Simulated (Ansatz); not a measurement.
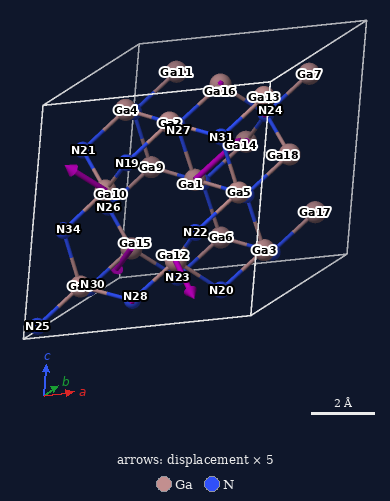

This is a relaxation of a defect cell of composition Ga$_{18}$N$_{17}$ (cell charge +3). The starting structure is drawn; purple arrows show the displacements, 5 times their true length.

The picture is a ball-and-stick view of the cell of the calculation (origin shifted), seen slightly off an axis.

Level of theory: Ansatz 0.2.0, DFT PBEsol, scalar-relativistic, plane waves, PAW. Set-up: plane-wave cutoff 420 eV; k-point mesh 2 × 2 × 2; occupations gaussian; smearing width 0.02 eV; mesh shifted by (0.5, 0.5, 0.5); collinear spin; atoms relaxed in a fixed cell; force threshold 0.03 eV/Å; at most 40 steps.

**What did the optimiser do to the structure, and how much energy did it gain?**

Over 4 accepted moves (5 points after the start) the energy falls by 1.497 eV per cell of the calculation. Largest force component: 1.3 eV/Å at the start, 0.022 eV/Å at the end. 1 step only repeated the SCF at the same geometry. The atom that moves furthest is a Ga atom (0.41 Å along [1 1 1]). Largest moves by element: Ga 0.41 Å, N 0.03 Å. The cell stays as it was. Among the contacts that change: Ga–N 1.937 → 1.869 Å, Ga–N 1.956 → 1.977 Å, Ga–N 1.946 → 1.927 Å, Ga–N 1.955 → 1.939 Å. Bond angles that change, for instance: Ga–N–Ga 108.4° → 96.3°, Ga–N–Ga 108.9° → 98.1°, Ga–N–Ga 110.4° → 119.0°. The program noted that the starting moments weren't kept. Cost: 2.4 min on 8 threads of Arm Neoverse V1 (shared host), peak memory 2.9 GiB.

Limits of the set-up: the periodic images lie only 7.6 Å apart, so the values are limited by the cell's size; the cell is charged, on a uniform background, and energies carry no finite-size correction.
